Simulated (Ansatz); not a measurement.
Geometry relaxation, with input and output: Ti4O (part 2 of 2)

The same run, continued: Ti4O (slab, 5 atoms in the cell); DFT PBEsol, scalar-relativistic, plane waves, PAW, PAW set soft_1, no spin polarisation (Ansatz 0.2.0); cutoff 420 eV, 9×9×1 k-mesh, Gaussian smearing of 0.1 eV. The structure derives from an entry of the Crystallography Open Database. The input holds or restrains some coordinates. Forces given for the steps count only the free coordinates.

Geometry of the input (Å; fractional positions):
```
2.9000  0.0000  0.0000
-1.4500  2.5114  0.0000
0.0000  0.0000  22.3117
Ti 0.6667  0.3333  0.1793
Ti 0.3333  0.6667  0.2822
Ti 0.6667  0.3333  0.3887
Ti 0.3333  0.6667  0.4846
O  0.6667  0.8333  0.5563
```

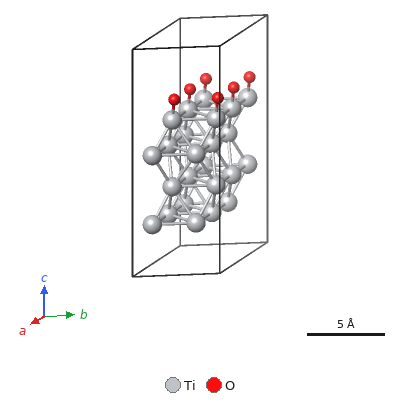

*The geometry at step 1 of the log (ball-and-stick view of the 3 × 2 repeat of the cell, with the vacuum cut short, seen slightly off an axis).*

Log, continued
```
relax step   2: F+E_penalty+E_count = -10455.11026561 eV  Δ(F+E_penalty+E_count) = -4.752e-1 eV  max|allowed force component| = 2.075e0 eV/Å  Δτ_max = 0.1355 Å  (6 SCF iters, dr2 threshold 1.00e-4 eV, accepted)
SCF iter   1: F=—  HF=-10455.189632 eV  |F-HF|=—  |Δ(HF+E_count)|=         —  Δρ=3.97e-3  dr2=4.43e-2  ethr=8.27e-4  p=-0.150 e·Å  D=-1.67e-1 V/Å  ΔV_dip=3.71 eV  dr2_dipole=6.59e-4  V_vac-E_F(+/−)=8.33/4.61 eV  ⟨swp⟩=2.8  Hψ=1654  notcnv=0  defer=15
efield: sawtooth ramp at fractional position 0.8478 (handed on by an earlier solve), width 0.0400; the density the first Hamiltonian is built on has a dipole p = -0.150 e·Å; the dipole correction subtracts the counter field D = -1.67e-1 V/Å, which shifts the + side's vacuum level by +3.71 eV against the − side's; the planar-averaged density in the ramp window peaks in size at 4.8e-6 e/Å³
preconditioner: auto → LDOS  [metal: Δε(μ)=0.029 eV  Ē_g=4.306 eV  σ=0.100 eV  W_gap=0.16  n_scr=16 (ndim 8)  ℏωp=13.7 eV  f_vac=0.491  D(μ)=7.26/eV (n_scr^D=74)  β→1.0]
SCF iter   2: F=—  HF=-10455.185356 eV  |F-HF|=—  |Δ(HF+E_count)|=   4.28e-3  Δρ=2.77e-3  dr2=2.13e-2  ethr=8.21e-5  p=-0.129 e·Å  D=-1.44e-1 V/Å  ΔV_dip=3.21 eV  dr2_dipole=4.45e-3  V_vac-E_F(+/−)=7.82/4.61 eV  ⟨swp⟩=2.8  Hψ=1533  notcnv=0  defer=18
SCF iter   3: F=—  HF=-10455.182027 eV  |F-HF|=—  |Δ(HF+E_count)|=   3.33e-3  Δρ=7.78e-4  dr2=3.75e-3  ethr=3.95e-5  p=-0.137 e·Å  D=-1.52e-1 V/Å  ΔV_dip=3.40 eV  dr2_dipole=8.56e-4  V_vac-E_F(+/−)=8.01/4.61 eV  ⟨swp⟩=2.3  Hψ=1221  notcnv=0  defer=18
SCF iter   4: F=—  HF=-10455.181861 eV  |F-HF|=—  |Δ(HF+E_count)|=   1.66e-4  Δρ=1.93e-4  dr2=5.55e-4  ethr=6.95e-6  p=-0.137 e·Å  D=-1.52e-1 V/Å  ΔV_dip=3.40 eV  dr2_dipole=2.57e-4  V_vac-E_F(+/−)=8.01/4.61 eV  ⟨swp⟩=1.9  Hψ=1022  notcnv=0  defer=16
SCF iter   5: F=—  HF=-10455.181861 eV  |F-HF|=—  |Δ(HF+E_count)|=   6.65e-7  Δρ=1.84e-4  dr2=5.52e-5  ethr=1.85e-7  p=-0.136 e·Å  D=-1.52e-1 V/Å  ΔV_dip=3.39 eV  dr2_dipole=6.20e-7  V_vac-E_F(+/−)=8.00/4.61 eV  ⟨swp⟩=19.4  Hψ=8789  notcnv=0
SCF iter   6: F=-10455.181848 eV  HF=-10455.181856 eV  |F-HF|=7.73e-6  |Δ(HF+E_count)|=   5.54e-6  Δρ=5.60e-5  dr2=8.82e-6  ethr=1.02e-7  p=-0.137 e·Å  D=-1.52e-1 V/Å  ΔV_dip=3.39 eV  dr2_dipole=4.58e-10  V_vac-E_F(+/−)=8.00/4.61 eV  ⟨swp⟩=14.9  Hψ=8354  notcnv=0
SCF 3 converged in 6 iterations: F = -10455.181848 eV  dr2 = 8.82e-6
relax step   3: F+E_penalty+E_count = -10455.18184814 eV  Δ(F+E_penalty+E_count) = -7.158e-2 eV  max|allowed force component| = 4.060e-1 eV/Å  Δτ_max = 0.0563 Å  (6 SCF iters, dr2 threshold 1.00e-4 eV, accepted)
SCF iter   1: F=—  HF=-10455.184753 eV  |F-HF|=—  |Δ(HF+E_count)|=         —  Δρ=9.19e-4  dr2=2.72e-3  ethr=3.55e-5  p=-0.137 e·Å  D=-1.52e-1 V/Å  ΔV_dip=3.39 eV  dr2_dipole=1.76e-4  V_vac-E_F(+/−)=8.00/4.61 eV  ⟨swp⟩=2.0  Hψ=1476  notcnv=0
efield: sawtooth ramp at fractional position 0.8478 (handed on by an earlier solve), width 0.0400; the density the first Hamiltonian is built on has a dipole p = -0.137 e·Å; the dipole correction subtracts the counter field D = -1.52e-1 V/Å, which shifts the + side's vacuum level by +3.39 eV against the − side's; the planar-averaged density in the ramp window peaks in size at 5.1e-6 e/Å³
preconditioner: auto → LDOS  [metal: Δε(μ)=0.028 eV  Ē_g=4.346 eV  σ=0.100 eV  W_gap=0.15  n_scr=16 (ndim 8)  ℏωp=13.7 eV  f_vac=0.492  D(μ)=7.29/eV (n_scr^D=74)  β→1.0]
SCF iter   2: F=—  HF=-10455.184458 eV  |F-HF|=—  |Δ(HF+E_count)|=   2.95e-4  Δρ=7.23e-4  dr2=1.41e-3  ethr=5.04e-6  p=-0.132 e·Å  D=-1.47e-1 V/Å  ΔV_dip=3.27 eV  dr2_dipole=2.40e-4  V_vac-E_F(+/−)=7.88/4.61 eV  ⟨swp⟩=2.7  Hψ=1444  notcnv=0
SCF iter   3: F=—  HF=-10455.184268 eV  |F-HF|=—  |Δ(HF+E_count)|=   1.90e-4  Δρ=1.91e-4  dr2=1.99e-4  ethr=2.62e-6  p=-0.134 e·Å  D=-1.49e-1 V/Å  ΔV_dip=3.32 eV  dr2_dipole=4.00e-5  V_vac-E_F(+/−)=7.93/4.61 eV  ⟨swp⟩=2.2  Hψ=1065  notcnv=0
SCF iter   4: F=—  HF=-10455.184258 eV  |F-HF|=—  |Δ(HF+E_count)|=   1.02e-5  Δρ=5.57e-5  dr2=4.19e-5  ethr=3.69e-7  p=-0.134 e·Å  D=-1.49e-1 V/Å  ΔV_dip=3.32 eV  dr2_dipole=1.74e-5  V_vac-E_F(+/−)=7.93/4.61 eV  ⟨swp⟩=2.0  Hψ=1066  notcnv=0
SCF iter   5: F=-10455.184253 eV  HF=-10455.184259 eV  |F-HF|=6.70e-6  |Δ(HF+E_count)|=   1.40e-6  Δρ=6.33e-5  dr2=7.60e-6  ethr=1.91e-8  p=-0.133 e·Å  D=-1.49e-1 V/Å  ΔV_dip=3.32 eV  dr2_dipole=3.72e-8  V_vac-E_F(+/−)=7.93/4.61 eV  ⟨swp⟩=16.7  Hψ=7735  notcnv=0
SCF 4 converged in 5 iterations: F = -10455.184253 eV  dr2 = 7.60e-6
relax step   4: F+E_penalty+E_count = -10455.18425262 eV  Δ(F+E_penalty+E_count) = -2.404e-3 eV  max|allowed force component| = 5.026e-3 eV/Å  Δτ_max = 0.0117 Å  (5 SCF iters, dr2 threshold 1.03e-5 eV, accepted)
iter 1 solved again at ethr=1.39e-8 eV; its pass at ethr=3.10e-3 eV (dr2=7.49e-6 eV) is discarded
SCF iter   1: F=—  HF=-10455.184313 eV  |F-HF|=—  |Δ(HF+E_count)|=         —  Δρ=6.31e-5  dr2=7.49e-6  ethr=1.39e-8  p=-0.133 e·Å  D=-1.49e-1 V/Å  ΔV_dip=3.32 eV  dr2_dipole=2.82e-8  V_vac-E_F(+/−)=7.93/4.61 eV  ⟨swp⟩=1.0  Hψ=2250  notcnv=0
efield: sawtooth ramp at fractional position 0.8478 (handed on by an earlier solve), width 0.0400; the density the first Hamiltonian is built on has a dipole p = -0.133 e·Å; the dipole correction subtracts the counter field D = -1.49e-1 V/Å, which shifts the + side's vacuum level by +3.32 eV against the − side's; the planar-averaged density in the ramp window peaks in size at 5.1e-6 e/Å³
preconditioner: auto → LDOS  [metal: Δε(μ)=0.027 eV  Ē_g=4.351 eV  σ=0.100 eV  W_gap=0.15  n_scr=16 (ndim 8)  ℏωp=13.7 eV  f_vac=0.492  D(μ)=7.28/eV (n_scr^D=74)  β→1.0]
SCF iter   2: F=—  HF=-10455.184259 eV  |F-HF|=—  |Δ(HF+E_count)|=   5.46e-5  Δρ=5.63e-5  dr2=5.56e-6  ethr=1.39e-8  p=-0.134 e·Å  D=-1.49e-1 V/Å  ΔV_dip=3.32 eV  dr2_dipole=1.76e-9  V_vac-E_F(+/−)=7.93/4.61 eV  ⟨swp⟩=2.0  Hψ=1338  notcnv=0
SCF iter   3: F=—  HF=-10455.184259 eV  |F-HF|=—  |Δ(HF+E_count)|=   6.44e-8  Δρ=5.94e-6  dr2=1.22e-7  ethr=1.03e-8  p=-0.134 e·Å  D=-1.49e-1 V/Å  ΔV_dip=3.32 eV  dr2_dipole=8.56e-9  V_vac-E_F(+/−)=7.93/4.61 eV  ⟨swp⟩=2.0  Hψ=1066  notcnv=0
SCF iter   4: F=-10455.184259 eV  HF=-10455.184259 eV  |F-HF|=7.78e-9  |Δ(HF+E_count)|=   1.89e-8  Δρ=1.60e-6  dr2=2.19e-8  ethr=1.85e-10  p=-0.134 e·Å  D=-1.49e-1 V/Å  ΔV_dip=3.32 eV  dr2_dipole=7.38e-9  V_vac-E_F(+/−)=7.93/4.61 eV  ⟨swp⟩=11.7  Hψ=5976  notcnv=0
SCF 5 converged in 4 iterations: F = -10455.184259 eV  dr2 = 2.19e-8
relax step   5: F+E_penalty+E_count = -10455.18425871 eV  Δ(F+E_penalty+E_count) = -6.096e-6 eV  max|allowed force component| = 4.084e-3 eV/Å  Δτ_max = 0.0000 Å  (4 SCF iters, accepted)
WARN: The output density's exchange-correlation potential varies sharply where the density is thin. Do not read a vacuum level from v_tot or v_xc, or from such a field of the output density. On a cell that repeats whose density bears no net charge and no dipole along the vacuum's axis use v_es (v_loc + v_h of the components); under efield.dipole_correction with no amplitude use v_es + v_field, which holds any external_charges[].barrier, or the levels of the report's work_function block, which leave it out; under a non-zero efield.amplitude the vacuum is tilted and has no level; on a cell that repeats and bears such a dipole with no correction it is tilted too, and efield.dipole_correction with no amplitude gives each side of its ramp a level where efield: is served; in a cell that repeats whose density bears a net charge (total_charge, or a fill off its count) it is curved and has none; of a slab under crystal.periodic whose density bears no net charge use v_es, which has a level on each side, short of where the two are joined; of another it falls or rises all the way out and has none; of a slab beside external_charges read slab_vacuum_level instead, which it has where they leave it neutral. The grid or the basis barely resolves most such structure, and the values can differ between equally converged runs; as a rule a tighter scf.convergence.dr2_threshold does not remove it. Where the density itself ripples (under the LDA too) a higher basis.ecutwfc lessens it. The files hold the spikes' plane waves up to the density's cutoff. Files: v_tot_of_output_density and the like, and their columns of v_z.tsv (output.write_potential); v_xc_of_output_density and the like, and their columns of v_comp_z.tsv (output.write_potential_components). Measured: with its Gaussian average of σ = 0.25 Å subtracted twice, the exchange-correlation potential is over 0.1 eV at 5 of the grid points where the equally averaged density (valence and model cores) is under 1e-3 e/Å³, and 0.168 eV at the most among them, at an averaged density of 4.9e-7 e/Å³. The input density's (outcome.potential() and, of a run that writes arrays, v_tot and v_xc) is over 0.1 eV, so measured, at 22 points of its own thin density, 0.139 eV at the most. See output.write_potential in the manual, Limitations
SCF converged after 4 iterations
Free energy (F): -10455.184259 eV
Harris-Foulkes:  -10455.184259 eV  (|F-HF|=7.78e-9)
Internal energy: -10455.147845 eV  (E = F + TS)
E sigma→0 (E₀):  -10455.166052 eV
Entropy (-TS):   -0.036414 eV (-7.283 meV/atom)
Fermi energy:    2.462825 eV
Dipole field:    D = -0.148816 V/Å  (p = -0.133640 e·Å, saw-weighted, corrected)
Work function:   Φ+ = 7.9284 eV   Φ− = 4.6080 eV
Levels:          The Fermi level and band energies are counted from a zero that moves with the ramp; work functions are not
--- Per-component energies (eV) ---
  E_band       = -1175.941674
  E_kinetic    = 1294.881318
  E_local      = -45463.298408  (includes V_loc(G=0)·N_el)
  E_nonlocal   = 302.085328
  E_hartree    = 22050.563964
  E_xc         = -530.706470
  E_vxc        = -669.261786  (∫ρ·V_xc dr)
  E_paw        = -4226.887330  (= ΣΔE_a)
  E_vpaw       = -739.635571  (= ΣTr[D̂ρ^β])
  E_aug_tail   = 0.000416  (compensation charges beyond the density's cutoff)
  E_efield     = 0.009944  (sawtooth field / dipole correction)
  E_vefield    = -1.841877  (∫n·V_field dr)
  E_ewald      = 16117.610567
  E_core_change = 0.592826  (= ΣΔE_core)
  E_smearing   = -0.036414  (= −TS)
  E_closure    = 0.000000  (closes the sum)
  Σ components = -10455.184259   (vs F -10455.184259, Δ=0.00e0)
--- Forces (eV/Å), atoms counted from 1 ---
  atom   1  Ti    -0.00423750    -0.00244652     0.64405135
  atom   2  Ti     0.01422858     0.00821487    -0.52100549
  atom   3  Ti     0.01329325     0.00767486    -1.54070591
  atom   4  Ti    -1.83865377    -1.06154725     1.42180773
  atom   5  O      1.81537290     1.04810603    -0.00408362
  max |Σ_I F_I| component: 6.41e-5 eV/Å
--- Band table (eV; the first three rows and the last of 25) ---
  k-point 0: bands = ["-54.1688", "-53.9566", "-53.7313", "-53.5897", "-30.7259", "-30.5828", "-30.2783", "-30.2182", "-30.2093", "-30.0242", "-30.0190", "-29.9409", "-29.7919", "-29.7907", "-29.7098", "-29.6872", "-14.5970", "-3.2701", "-2.2823", "-1.4402", "-0.6985", "-0.3080", "0.4256", "1.4593", "2.3262", "2.8817", "3.0415", "3.2114", "3.2196", "3.3218", "3.3293", "3.5196", "3.6556"]
  k-point 1: bands = ["-54.1581", "-53.9470", "-53.7180", "-53.5829", "-30.7063", "-30.5692", "-30.3136", "-30.2454", "-30.2307", "-30.0825", "-30.0368", "-29.9656", "-29.8553", "-29.7998", "-29.7407", "-29.7091", "-14.5358", "-2.9319", "-1.9936", "-1.2622", "-0.5896", "-0.1887", "0.2054", "1.4431", "2.2902", "2.5097", "2.8749", "3.0496", "3.1873", "3.4252", "3.4913", "3.5349", "3.7398"]
  k-point 2: bands = ["-54.1308", "-53.9227", "-53.6832", "-53.5668", "-30.6608", "-30.5414", "-30.4550", "-30.2941", "-30.2701", "-30.2127", "-30.0765", "-30.0711", "-29.9536", "-29.8678", "-29.8113", "-29.7316", "-14.3784", "-2.0286", "-1.3580", "-1.1366", "-0.5473", "-0.1193", "0.4141", "1.3615", "1.8878", "2.1262", "2.4195", "2.7025", "3.0833", "3.2595", "3.7481", "3.9396", "4.0516"]
  k-point 24: bands = ["-54.0736", "-53.8721", "-53.6018", "-53.5394", "-30.7557", "-30.6461", "-30.6260", "-30.4314", "-30.3879", "-30.3400", "-30.2457", "-30.1780", "-30.0853", "-29.9994", "-29.8472", "-29.8134", "-14.1116", "-1.9294", "-0.6946", "-0.2077", "0.2348", "0.3622", "0.5251", "0.8921", "1.3490", "1.9725", "2.1605", "2.7570", "3.0598", "3.3021", "3.6222", "3.9900", "4.1656"]
--- Relaxed structure (5 steps of the walk, 5 accepted, 0 SCFs on fresh bases) ---
  F+E_penalty+E_count = -10455.18425871 eV   max|allowed force component| = 4.084e-3 eV/Å
  atoms:
    - { symbol: Ti, position: [0.6666666667, 0.33333333335, 0.17927833529999998] }
    - { symbol: Ti, position: [0.3333333332999999, 0.66666666665, 0.2821522919] }
    - { symbol: Ti, position: [0.6666666667, 0.33333333335, 0.388703203] }
    - { symbol: Ti, position: [0.3333333332999999, 0.66666666665, 0.4845747859999999] }
    - { symbol: O, position: [0.6666666666999999, 0.8333333333499998, 0.5471698187301175] }
```

Trajectory as extended XYZ (Å, eV, eV/Å), 5 frames, from step=1 to step=5
```
5
Lattice="2.9000 0.0000 0.0000 -1.4500 2.5114 0.0000 0.0000 0.0000 22.3117" Properties=species:S:1:pos:R:3:forces:R:3 step=1 energy=-10454.63509
Ti    1.4500    0.8371    4.0000   -0.0050  -0.0029   0.6426
Ti    0.0000    1.6743    6.2953    0.0231   0.0133  -0.5308
Ti    1.4500    0.8371    8.6726    0.0139   0.0080  -1.4050
Ti    0.0000    1.6743   10.8117    0.0024   0.0014   5.9290
O     0.7250    2.0929   12.4117   -0.0337  -0.0194  -4.6355
5
Lattice="2.9000 0.0000 0.0000 -1.4500 2.5114 0.0000 0.0000 0.0000 22.3117" Properties=species:S:1:pos:R:3:forces:R:3 step=2 energy=-10455.11027
Ti    1.4500    0.8371    4.0000   -0.0050  -0.0029   0.6447
Ti    0.0000    1.6743    6.2953    0.0190   0.0110  -0.5263
Ti    1.4500    0.8371    8.6726    0.0112   0.0065  -1.4994
Ti    0.0000    1.6743   10.8117   -0.9541  -0.5508   3.4564
O     0.7250    2.0929   12.2762    0.9291   0.5364  -2.0747
5
Lattice="2.9000 0.0000 0.0000 -1.4500 2.5114 0.0000 0.0000 0.0000 22.3117" Properties=species:S:1:pos:R:3:forces:R:3 step=3 energy=-10455.18185
Ti    1.4500    0.8371    4.0000   -0.0044  -0.0026   0.6442
Ti    0.0000    1.6743    6.2953    0.0152   0.0088  -0.5222
Ti    1.4500    0.8371    8.6726    0.0128   0.0074  -1.5325
Ti    0.0000    1.6743   10.8117   -1.6606  -0.9587   1.8159
O     0.7250    2.0929   12.2200    1.6363   0.9447  -0.4059
5
Lattice="2.9000 0.0000 0.0000 -1.4500 2.5114 0.0000 0.0000 0.0000 22.3117" Properties=species:S:1:pos:R:3:forces:R:3 step=4 energy=-10455.18425
Ti    1.4500    0.8371    4.0000   -0.0042  -0.0024   0.6439
Ti    0.0000    1.6743    6.2953    0.0142   0.0082  -0.5207
Ti    1.4500    0.8371    8.6726    0.0133   0.0077  -1.5399
Ti    0.0000    1.6743   10.8117   -1.8386  -1.0615   1.4207
O     0.7250    2.0929   12.2083    1.8142   1.0474  -0.0050
5
Lattice="2.9000 0.0000 0.0000 -1.4500 2.5114 0.0000 0.0000 0.0000 22.3117" Properties=species:S:1:pos:R:3:forces:R:3 step=5 energy=-10455.18426
Ti    1.4500    0.8371    4.0000   -0.0042  -0.0024   0.6441
Ti    0.0000    1.6743    6.2953    0.0142   0.0082  -0.5210
Ti    1.4500    0.8371    8.6726    0.0133   0.0077  -1.5407
Ti    0.0000    1.6743   10.8117   -1.8387  -1.0615   1.4218
O     0.7250    2.0929   12.2083    1.8154   1.0481  -0.0041
```

Results in brief

| quantity | value |
| --- | --- |
| outcome | converged under the restraints of the input |
| electrons treated | 54 |
| free energy | −10455.1843 eV |
| work function, top face | 7.93 eV |
| work function, bottom face | 4.61 eV |
| Fermi energy | 2.463 eV |
| gap on the k-point mesh | none (metallic) |
| final volume | 162.50 Å³ |
| work function (upper face) | 7.93 eV |
| largest force (length of the vector) at the end, held atoms and coordinates included | 2.555 eV/Å |
| hardware | 1 thread of Arm Neoverse V2, 24 GiB of memory available, shared host |
| wall time | 93 s |
| peak memory | 0.41 GiB |

Notes on the run: the PAW datasets were made with another functional; the exchange-correlation potential is rough where the density is thin.
